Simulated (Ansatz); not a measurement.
**Run report: Ti$_{16}$O, geometry relaxation (part 2 of 2)**

The same run, continued: Ti$_{16}$O (defect cell, 17 atoms in the cell); DFT PBE, scalar-relativistic, plane waves, PAW, no spin polarisation (Ansatz 0.2.0); cutoff 420 eV, 4×4×4 k-mesh, Gaussian smearing of 0.1 eV. The structure derives from an entry of the Crystallography Open Database. It belongs to a series of runs on one base structure; here: O interstitial, charge +0, atoms relaxed.

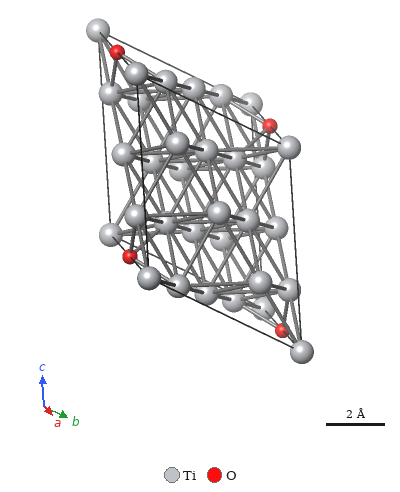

The geometry at step 3 of the log (ball-and-stick view of the cell of the calculation, seen slightly off an axis).

### Output, continued
```
  k-point 0: bands = ["-43.1360", "-43.0871", "-43.0799", "-43.0799", "-43.0593", "-43.0593", "-42.9937", "-42.9763", "-42.9763", "-42.9598", "-42.9420", "-42.9419", "-42.9340", "-42.9288", "-42.9286", "-42.9132", "-19.7699", "-19.6178", "-19.6156", "-19.6155", "-19.5535", "-19.5535", "-19.5385", "-19.5205", "-19.5204", "-19.5078", "-19.5006", "-19.5005", "-19.4367", "-19.4366", "-19.4253", "-19.3688", "-19.3687", "-19.3547", "-19.2944", "-19.2944", "-19.2779", "-19.2624", "-19.2433", "-19.2431", "-19.2358", "-19.2357", "-19.2199", "-19.1976", "-19.1825", "-19.1824", "-19.1722", "-19.1722", "-19.1339", "-19.1338", "-19.1329", "-19.1118", "-19.1029", "-19.1028", "-19.0901", "-19.0832", "-19.0830", "-19.0800", "-19.0703", "-19.0358", "-19.0356", "-19.0185", "-18.9927", "-18.9926", "-7.0492", "6.4800", "6.5198", "6.5203", "8.2691", "10.2996", "10.2997", "10.5330", "11.2546", "11.2546", "11.3386", "11.4973", "11.4975", "11.5193", "11.8355", "11.8357", "11.9914", "12.0257", "12.0259", "12.1413", "12.1772", "12.1773", "12.6948", "12.6952", "12.7234", "12.9027", "12.9030", "12.9357", "12.9637", "12.9764", "12.9766", "13.3296", "13.3781", "13.3784", "13.6209", "13.6259", "13.6640", "13.6645", "13.6980", "13.6985", "13.7132", "14.1078", "14.1359", "14.1364", "14.3368", "14.3373", "14.5481", "14.5697", "14.5698", "14.9012", "14.9498", "14.9500", "15.1321", "15.1964", "15.1968"]
  k-point 1: bands = ["-43.1230", "-43.0975", "-43.0850", "-43.0830", "-43.0595", "-43.0564", "-42.9868", "-42.9846", "-42.9803", "-42.9550", "-42.9454", "-42.9399", "-42.9324", "-42.9259", "-42.9216", "-42.9199", "-19.7804", "-19.6244", "-19.5993", "-19.5967", "-19.5684", "-19.5534", "-19.5455", "-19.5395", "-19.5311", "-19.5212", "-19.5185", "-19.5150", "-19.4406", "-19.4325", "-19.3734", "-19.3597", "-19.3354", "-19.3218", "-19.3064", "-19.2877", "-19.2872", "-19.2561", "-19.2493", "-19.2479", "-19.2198", "-19.2042", "-19.2041", "-19.2035", "-19.1951", "-19.1866", "-19.1685", "-19.1584", "-19.1506", "-19.1485", "-19.1393", "-19.1295", "-19.1255", "-19.1191", "-19.1066", "-19.1061", "-19.0588", "-19.0574", "-19.0467", "-19.0374", "-19.0304", "-19.0247", "-19.0088", "-18.9981", "-7.0484", "6.4579", "6.5015", "6.5023", "9.1387", "9.2071", "10.0710", "10.2252", "11.3151", "11.3738", "11.4985", "11.5146", "11.6890", "11.7846", "11.8479", "11.8711", "11.9255", "12.0852", "12.2130", "12.2514", "12.3747", "12.4029", "12.4250", "12.4669", "12.5365", "12.5896", "12.6954", "12.7211", "12.8315", "12.8361", "12.9052", "13.4252", "13.4675", "13.6556", "13.7472", "13.8134", "13.8530", "13.8690", "13.8888", "13.9964", "14.0408", "14.0456", "14.0650", "14.1077", "14.2658", "14.3425", "14.5096", "14.6097", "14.6661", "14.6725", "14.6728", "14.7627", "14.8517", "14.8569", "15.0200"]
  k-point 2: bands = ["-43.1360", "-43.0871", "-43.0799", "-43.0799", "-43.0593", "-43.0593", "-42.9937", "-42.9763", "-42.9763", "-42.9598", "-42.9420", "-42.9419", "-42.9340", "-42.9288", "-42.9286", "-42.9132", "-19.7699", "-19.6178", "-19.6155", "-19.6155", "-19.5535", "-19.5535", "-19.5385", "-19.5205", "-19.5204", "-19.5077", "-19.5006", "-19.5005", "-19.4367", "-19.4366", "-19.4254", "-19.3688", "-19.3686", "-19.3547", "-19.2945", "-19.2944", "-19.2779", "-19.2624", "-19.2433", "-19.2432", "-19.2358", "-19.2358", "-19.2199", "-19.1976", "-19.1825", "-19.1824", "-19.1722", "-19.1721", "-19.1338", "-19.1338", "-19.1329", "-19.1118", "-19.1029", "-19.1028", "-19.0901", "-19.0832", "-19.0830", "-19.0800", "-19.0703", "-19.0358", "-19.0356", "-19.0185", "-18.9927", "-18.9926", "-7.0492", "6.4799", "6.5199", "6.5203", "8.2691", "10.2996", "10.2997", "10.5330", "11.2546", "11.2546", "11.3386", "11.4974", "11.4975", "11.5193", "11.8356", "11.8357", "11.9914", "12.0257", "12.0259", "12.1413", "12.1772", "12.1773", "12.6949", "12.6952", "12.7233", "12.9027", "12.9030", "12.9356", "12.9637", "12.9765", "12.9766", "13.3295", "13.3781", "13.3784", "13.6210", "13.6258", "13.6641", "13.6645", "13.6982", "13.6983", "13.7132", "14.1078", "14.1360", "14.1363", "14.3369", "14.3373", "14.5481", "14.5697", "14.5698", "14.9012", "14.9497", "14.9500", "15.1322", "15.1964", "15.1967"]
  k-point 31: bands = ["-43.1360", "-43.0870", "-43.0800", "-43.0799", "-43.0593", "-43.0593", "-42.9937", "-42.9763", "-42.9763", "-42.9598", "-42.9419", "-42.9419", "-42.9343", "-42.9286", "-42.9285", "-42.9133", "-19.7699", "-19.6177", "-19.6156", "-19.6156", "-19.5535", "-19.5535", "-19.5384", "-19.5205", "-19.5205", "-19.5078", "-19.5005", "-19.5005", "-19.4368", "-19.4368", "-19.4252", "-19.3689", "-19.3689", "-19.3544", "-19.2944", "-19.2943", "-19.2779", "-19.2625", "-19.2432", "-19.2432", "-19.2358", "-19.2357", "-19.2199", "-19.1976", "-19.1825", "-19.1824", "-19.1723", "-19.1723", "-19.1338", "-19.1338", "-19.1327", "-19.1118", "-19.1029", "-19.1028", "-19.0905", "-19.0830", "-19.0830", "-19.0799", "-19.0703", "-19.0357", "-19.0357", "-19.0184", "-18.9927", "-18.9927", "-7.0492", "6.4804", "6.5198", "6.5199", "8.2691", "10.2996", "10.2997", "10.5330", "11.2546", "11.2546", "11.3389", "11.4973", "11.4974", "11.5192", "11.8355", "11.8356", "11.9915", "12.0257", "12.0258", "12.1412", "12.1772", "12.1773", "12.6950", "12.6950", "12.7237", "12.9029", "12.9030", "12.9362", "12.9634", "12.9763", "12.9765", "13.3300", "13.3781", "13.3781", "13.6203", "13.6265", "13.6639", "13.6641", "13.6983", "13.6987", "13.7135", "14.1079", "14.1359", "14.1361", "14.3367", "14.3370", "14.5485", "14.5698", "14.5698", "14.9012", "14.9501", "14.9502", "15.1318", "15.1964", "15.1968"]
--- Relaxed structure (5 steps of the walk, 5 accepted, 0 SCFs on fresh bases) ---
  F+E_penalty+E_count = -40564.35367040 eV   max|allowed force component| = 1.344e-2 eV/Å
  atoms:
    - { symbol: Ti, position: [0.7523740784084632, 0.00022261799503695, 0.25330572537187523] }
    - { symbol: Ti, position: [0.4985143269008306, 0.000270647313995968, 0.49966524337725077] }
    - { symbol: Ti, position: [0.2449539980787716, 0.00019504623469868143, 0.7457923310246736] }
    - { symbol: Ti, position: [0.748668552083978, 0.5002464980121981, 0.7497807558247488] }
    - { symbol: Ti, position: [0.7525377095747587, 0.25391996185744997, -0.00026165384124141045] }
    - { symbol: Ti, position: [0.4989143410449324, 0.2541287090629312, 0.25369452400086273] }
    - { symbol: Ti, position: [0.24864472316803973, 0.25029354454043784, 0.49972411738735556] }
    - { symbol: Ti, position: [-0.0014137199179800886, 0.2501763334276011, 0.7496069436113441] }
    - { symbol: Ti, position: [-0.0013935844274209994, 0.00028849898602726503, -0.0003228753164955605] }
    - { symbol: Ti, position: [0.7486431894079884, 0.7503014801091386, 0.4996896944735779] }
    - { symbol: Ti, position: [0.49881250774162583, 0.7465803072300167, 0.7460933836867221] }
    - { symbol: Ti, position: [0.498478286220919, 0.5002372940617132, -0.0003097194975160727] }
    - { symbol: Ti, position: [0.24869009501658054, 0.5002688887318902, 0.24981027101393166] }
    - { symbol: Ti, position: [-0.0014879916680417547, 0.5002829469999551, 0.499705410495909] }
    - { symbol: Ti, position: [0.24500617624726867, 0.7463096529066136, -0.00024087258713784143] }
    - { symbol: Ti, position: [-0.0013923984734769967, 0.7502025778687749, 0.24967180830541136] }
    - { symbol: O, position: [0.49857682639276346, 0.0002640319615208053, -0.00032589913127131775] }
```

### Trajectory as extended XYZ (Å, eV, eV/Å), 5 frames, from step=1 to step=5
```
17
Lattice="-4.1120 -4.1120 -4.1120 -4.1120 4.1120 4.1120 4.1120 4.1120 -4.1120" Properties=species:S:1:pos:R:3:forces:R:3 step=1 energy=-40564.10367
Ti   -2.0560   -2.0560   -4.1120   -0.0191  -0.0305   0.1073
Ti    0.0000    0.0000   -4.1120    0.0411   0.0635   0.0806
Ti    2.0560    2.0560   -4.1120   -0.0690  -0.1105   1.6174
Ti   -2.0560    2.0560   -4.1120   -0.0014   0.0057  -0.0086
Ti   -4.1120   -2.0560   -2.0560   -0.1868  -0.0425  -0.0606
Ti   -2.0560    0.0000   -2.0560   -0.0556   1.1862  -0.1271
Ti    0.0000    2.0560   -2.0560   -0.0045  -0.0003   0.0048
Ti    2.0560    4.1120   -2.0560    0.0026  -0.0045  -0.0012
Ti    0.0000    0.0000    0.0000    0.1558   0.1788   0.2057
Ti   -4.1120    2.0560   -2.0560   -0.0028   0.0031   0.0000
Ti   -2.0560    4.1120   -2.0560   -0.0227  -0.0385  -0.0518
Ti   -4.1120    0.0000    0.0000   -0.0311   0.1278   0.1542
Ti   -2.0560    2.0560    0.0000    0.0035  -0.0020  -0.0078
Ti    0.0000    4.1120    0.0000    0.0760   0.0200   0.1247
Ti   -4.1120    2.0560    2.0560    0.8844  -0.0743  -0.1061
Ti   -2.0560    4.1120    2.0560   -0.0009  -0.0070   0.0064
O    -1.9994   -1.9650   -1.9245   -0.7697  -1.2748  -1.9378
17
Lattice="-4.1120 -4.1120 -4.1120 -4.1120 4.1120 4.1120 4.1120 4.1120 -4.1120" Properties=species:S:1:pos:R:3:forces:R:3 step=2 energy=-40564.24472
Ti   -2.0624   -2.0664   -4.1447    0.0558   0.0894   0.2770
Ti    0.0112    0.0176   -4.0886   -0.0464  -0.0710  -0.0881
Ti    2.0461    2.0399   -4.1098    0.0407   0.0661   0.8947
Ti   -2.0537    2.0628   -4.1164    0.0049  -0.0173  -0.0024
Ti   -4.1443   -2.0680   -2.0734    0.0887   0.0890   0.1281
Ti   -2.0654    0.0120   -2.0785    0.0461   0.6041   0.1085
Ti   -0.0015    2.0605   -2.0476    0.0021   0.0001  -0.0155
Ti    2.0598    4.1078   -2.0497   -0.0090  -0.0085   0.0062
Ti    0.0354    0.0420    0.0497   -0.2160  -0.2421  -0.2718
Ti   -4.1147    2.0617   -2.0493   -0.0051  -0.0112   0.0009
Ti   -2.0629    4.0787   -2.0723    0.0559   0.1865   0.1289
Ti   -4.1155    0.0310    0.0386    0.0565  -0.1657  -0.1943
Ti   -2.0519    2.0598   -0.0051   -0.0109   0.0081  -0.0066
Ti    0.0185    4.1208    0.0324   -0.0977  -0.0098  -0.1507
Ti   -4.0931    2.0415    2.0347    0.3956   0.0798   0.1158
Ti   -2.0535    4.1097    2.0651    0.0022   0.0030  -0.0198
O    -2.0238   -2.0043   -1.9818   -0.3634  -0.6007  -0.9110
17
Lattice="-4.1120 -4.1120 -4.1120 -4.1120 4.1120 4.1120 4.1120 4.1120 -4.1120" Properties=species:S:1:pos:R:3:forces:R:3 step=3 energy=-40564.32776
Ti   -2.0619   -2.0652   -4.1274    0.0396   0.0620   0.0955
Ti    0.0071    0.0114   -4.0958   -0.0196  -0.0306  -0.0411
Ti    2.0487    2.0442   -4.0674    0.0371   0.0594   0.1529
Ti   -2.0513    2.0634   -4.1149   -0.0006   0.0013   0.0162
Ti   -4.1412   -2.0665   -2.0706    0.0765   0.0673   0.0939
Ti   -2.0634    0.0438   -2.0729    0.0397   0.0716   0.0902
Ti   -0.0005    2.0631   -2.0461    0.0062   0.0010   0.0028
Ti    2.0603    4.1081   -2.0453    0.0013   0.0154   0.0002
Ti    0.0100    0.0148    0.0202   -0.0399  -0.0534  -0.0682
Ti   -4.1145    2.0628   -2.0457    0.0098   0.0022   0.0013
Ti   -2.0624    4.0888   -2.0698    0.0416   0.0882   0.0911
Ti   -4.1064    0.0137    0.0187   -0.0075  -0.0452  -0.0581
Ti   -2.0515    2.0636   -0.0040    0.0009  -0.0010   0.0183
Ti    0.0084    4.1225    0.0176   -0.0276  -0.0226  -0.0511
Ti   -4.0700    2.0444    2.0395    0.0186   0.0658   0.0931
Ti   -2.0515    4.1112    2.0662    0.0001   0.0097   0.0024
O    -2.0317   -2.0168   -1.9991   -0.1760  -0.2905  -0.4387
17
Lattice="-4.1120 -4.1120 -4.1120 -4.1120 4.1120 4.1120 4.1120 4.1120 -4.1120" Properties=species:S:1:pos:R:3:forces:R:3 step=4 energy=-40564.35367
Ti   -2.0531   -2.0513   -4.1345    0.0014   0.0021  -0.0132
Ti    0.0036    0.0058   -4.1034   -0.0023  -0.0035  -0.0047
Ti    2.0587    2.0603   -4.0732    0.0037   0.0059   0.0045
Ti   -2.0525    2.0616   -4.1046   -0.0003   0.0011   0.0007
Ti   -4.1397   -2.0514   -2.0493   -0.0080   0.0036   0.0047
Ti   -2.0533    0.0366   -2.0498    0.0035   0.0030   0.0077
Ti    0.0032    2.0617   -2.0481    0.0002  -0.0001   0.0011
Ti    2.0595    4.1170   -2.0479    0.0005   0.0010  -0.0002
Ti    0.0032    0.0056    0.0082   -0.0020  -0.0039  -0.0054
Ti   -4.1090    2.0616   -2.0479    0.0007   0.0006   0.0000
Ti   -2.0531    4.0868   -2.0491    0.0020  -0.0108   0.0036
Ti   -4.1080    0.0060    0.0085   -0.0023  -0.0049  -0.0060
Ti   -2.0525    2.0617    0.0073    0.0006  -0.0004   0.0009
Ti    0.0037    4.1181    0.0085   -0.0032  -0.0032  -0.0055
Ti   -4.0773    2.0604    2.0624    0.0026   0.0052   0.0072
Ti   -2.0525    4.1172    2.0639   -0.0002   0.0003   0.0015
O    -2.0526   -2.0504   -2.0477    0.0032   0.0042   0.0036
17
Lattice="-4.1120 -4.1120 -4.1120 -4.1120 4.1120 4.1120 4.1120 4.1120 -4.1120" Properties=species:S:1:pos:R:3:forces:R:3 step=5 energy=-40564.35367
Ti   -2.0531   -2.0513   -4.1345    0.0016   0.0022  -0.0134
Ti    0.0036    0.0058   -4.1034   -0.0023  -0.0035  -0.0047
Ti    2.0587    2.0603   -4.0732    0.0038   0.0060   0.0045
Ti   -2.0525    2.0616   -4.1046   -0.0003   0.0011   0.0006
Ti   -4.1397   -2.0514   -2.0493   -0.0081   0.0038   0.0049
Ti   -2.0533    0.0366   -2.0498    0.0036   0.0031   0.0079
Ti    0.0032    2.0617   -2.0481    0.0002  -0.0001   0.0011
Ti    2.0595    4.1170   -2.0479    0.0005   0.0008  -0.0002
Ti    0.0032    0.0056    0.0082   -0.0022  -0.0041  -0.0057
Ti   -4.1090    2.0616   -2.0479    0.0006   0.0007   0.0001
Ti   -2.0531    4.0868   -2.0491    0.0021  -0.0109   0.0038
Ti   -4.1080    0.0060    0.0085   -0.0022  -0.0050  -0.0061
Ti   -2.0525    2.0617    0.0073    0.0006  -0.0004   0.0007
Ti    0.0037    4.1181    0.0085   -0.0033  -0.0032  -0.0056
Ti   -4.0773    2.0604    2.0624    0.0026   0.0053   0.0074
Ti   -2.0525    4.1172    2.0639   -0.0002   0.0003   0.0015
O    -2.0526   -2.0504   -2.0477    0.0030   0.0038   0.0030
```

This output came from the following input.

### Input
```yaml
crystal:
  lattice:
    - [-4.1120350457, -4.1120350457, -4.1120350457]
    - [-4.1120350457, 4.1120350457, 4.1120350457]
    - [4.1120350457, 4.1120350457, -4.1120350457]
  atoms:
    - { symbol: Ti, position: [0.75, 0.0, 0.25] }
    - { symbol: Ti, position: [0.5, 0.0, 0.5] }
    - { symbol: Ti, position: [0.25, 0.0, 0.75] }
    - { symbol: Ti, position: [0.75, 0.5, 0.75] }
    - { symbol: Ti, position: [0.75, 0.25, 0.0] }
    - { symbol: Ti, position: [0.5, 0.25, 0.25] }
    - { symbol: Ti, position: [0.25, 0.25, 0.5] }
    - { symbol: Ti, position: [0.0, 0.25, 0.75] }
    - { symbol: Ti, position: [0.0, 0.0, 0.0] }
    - { symbol: Ti, position: [0.75, 0.75, 0.5] }
    - { symbol: Ti, position: [0.5, 0.75, 0.75] }
    - { symbol: Ti, position: [0.5, 0.5, 0.0] }
    - { symbol: Ti, position: [0.25, 0.5, 0.25] }
    - { symbol: Ti, position: [0.0, 0.5, 0.5] }
    - { symbol: Ti, position: [0.25, 0.75, 0.0] }
    - { symbol: Ti, position: [0.0, 0.75, 0.25] }
    - { symbol: O, position: [0.4771271158, 0.0041890373, -0.0049208118] }
basis:
  ecutwfc: 420
  xc_grid: 2
kpoints:
  mp_grid: { grid: [4, 4, 4], shift: [0.5, 0.5, 0.5] }
hamiltonian:
  xc: pbe
scf:
  occupations: { method: gaussian, width: 0.1 }
output:
  forces: true
  stress: false
  eigenvalues: true
relax:
  adjacent_minimum: "off"
  f_tol: 0.02
  max_steps: 60
```

Launched with:
```bash
ansatz run input.yaml --threads 4 --pin off --max-ram 10240MiB --backend cpu --events-out ev --progress --plain --runs-dir out
```

### Results in brief

| quantity | value |
| --- | --- |
| outcome | converged |
| electrons treated | 198 |
| free energy | −40564.3537 eV |
| Fermi energy | 13.553 eV |
| gap on the k-point mesh | none (metallic) |
| final volume | 278.12 Å³ |
| largest force (length of the vector) at the end | 0.014 eV/Å |
| hardware | 4 threads of Oxide Virtual Turin-like (Zen 5), 32 GiB of memory available, shared host |
| wall time | 1.7 min (CPU time 6.6 min) |
| peak memory | 1.5 GiB |
